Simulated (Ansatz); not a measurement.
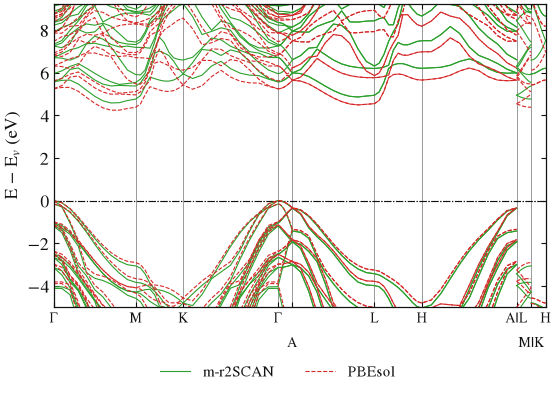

Band structures of C, space group P6_3/mmc (No. 194), 12 atoms in the cell (a = 2.522 Å, c = 12.356 Å (hexagonal axes)), by two methods on the same cell. Each is counted from its own valence-band top.

Question: What changes from one method to the other?

Answer: m-r2SCAN gives a gap of 4.58 eV along the path and PBEsol gives a gap of 4.24 eV along the path. Over the top 3 filled bands the two differ by 0.15 eV on average.

Settings. m-r2SCAN: Ansatz PAW, no spin polarisation, no spin-orbit coupling, 12×12×3 k mesh, 500 eV cutoff, Fermi-Dirac smearing of 0.05 eV (Ansatz). PBEsol: Ansatz PAW, no spin polarisation, no spin-orbit coupling, 12×12×3 k mesh, 420 eV cutoff, Fermi-Dirac smearing of 0.05 eV (Ansatz).

The cell is at −4 GPa in PBEsol and −2 GPa in m-r2SCAN. The PAW data sets were made with another functional. This is a hexagonal form of diamond, not graphite. LDA, GGA and most meta-GGA functionals understate gaps.
